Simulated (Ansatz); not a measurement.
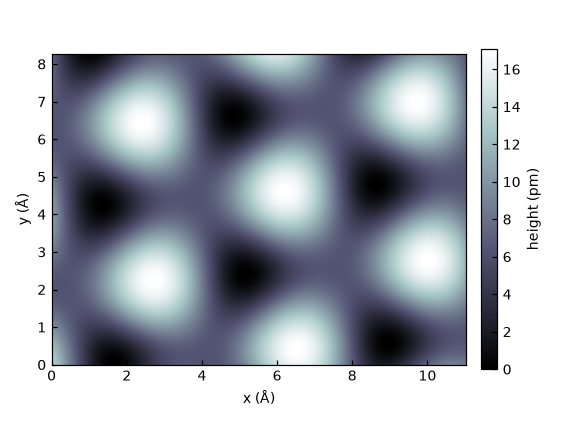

Simulated STM image (constant-current image at a set point of 1.4 × 10⁻⁶ e/Å³, sample bias +0.25 V).

The STM signal is simulated in the Tersoff–Hamann approximation. Bias windows are sharp sums over the levels of the k mesh.

Question: Read the surface lattice from the image: type, spacings and angle.

Answer: The pattern repeats on a hexagonal lattice with shortest vectors of 4.2 Å at 60° (or 120°), a cell of 15.6 Å², with 1 maximum above 60 % of the range in each cell.

The surface:

Al2Au(111) (Fm-3m bulk, 12 atomic planes (those closer than 0.6 Å count as one), 12 Å, Al-terminated). The brightest spots lie over the top Al atoms; the darkest points are over the sites above the Al atoms 1.7 Å below the top plane.

The calculation used DFT PBE, scalar-relativistic, plane waves, PAW (Ansatz). Cutoff 420 eV, 18 × 18 k-points, Gaussian smearing 0.1 eV, dipole correction. The slab is a cut without reconstruction beyond its cell, at the source's lattice constants, with its lower half held fixed and the rest relaxed. No spin polarisation. Spin–orbit coupling is left out; with Au it can shift levels and gaps. The run couldn't confirm all of its levels under its output density. The run warns that the functional's potential is rough in the thin density of the vacuum, where the tip is; weak contrasts and barriers may feel it.
